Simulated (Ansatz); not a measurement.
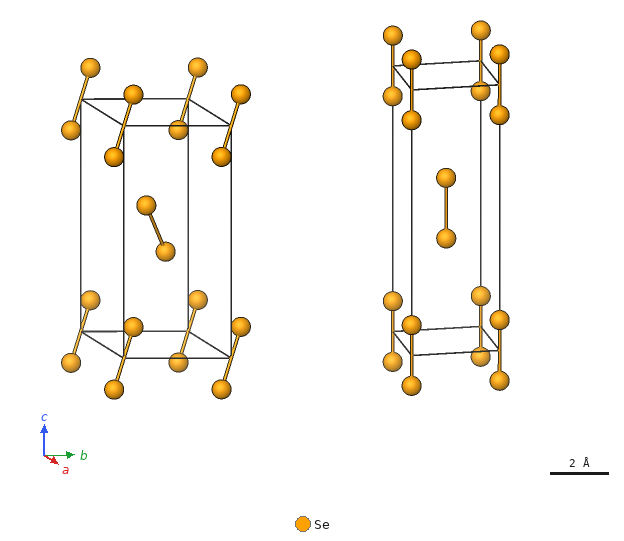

Two geometries of solid Se (built on the iodine_64 type) (coarse preliminary run), drawn at one scale. One is the start of a relaxation, the other its converged end. The picture is a ball-and-stick view of the cell of the calculation, seen slightly off an axis.

All numbers below come from DFT PBEsol, scalar-relativistic, plane waves, PAW in Ansatz. Set-up: plane-wave cutoff 420 eV; k-point mesh 6 × 6 × 2; occupations gaussian; smearing width 0.1 eV; no spin polarisation; cell and atoms relaxed; force threshold 0.04 eV/Å; at most 70 steps.

Question: Which geometry has the lower energy?

Answer: The right one is the relaxed one. Case: iodine type (Cmce, No. 64). The largest moves relative to the cell, 0.67 Å, are those of Se atoms. The volume changes by −12.9 %, with a = b 3.768 → 3.155 Å (−16.3 %), c 8.475 → 9.683 Å (+14.3 %), γ 66.9° → 89.9°. Some distances before and after: Se–Se 3.768 → 3.155 Å, Se–Se 3.066 → 3.449 Å, Se–Se 2.342 → 2.211 Å. The space group stays Cmce (No. 64). After 13 accepted moves (17 points after the start) the energy has fallen by 333 meV per atom. The largest force component goes from 0.56 to 0.0069 eV/Å. The pressure goes from −5.74 to −0.24 GPa. The line search rejected the trial steps at points 3, 10, 14 of the run. At 1 point the geometry stayed and the basis and grid were re-selected for the new cell (energy shift of 0.4 meV per atom at most each time).

Limits of the set-up: the k-point mesh is coarse for a cell with partly filled bands.
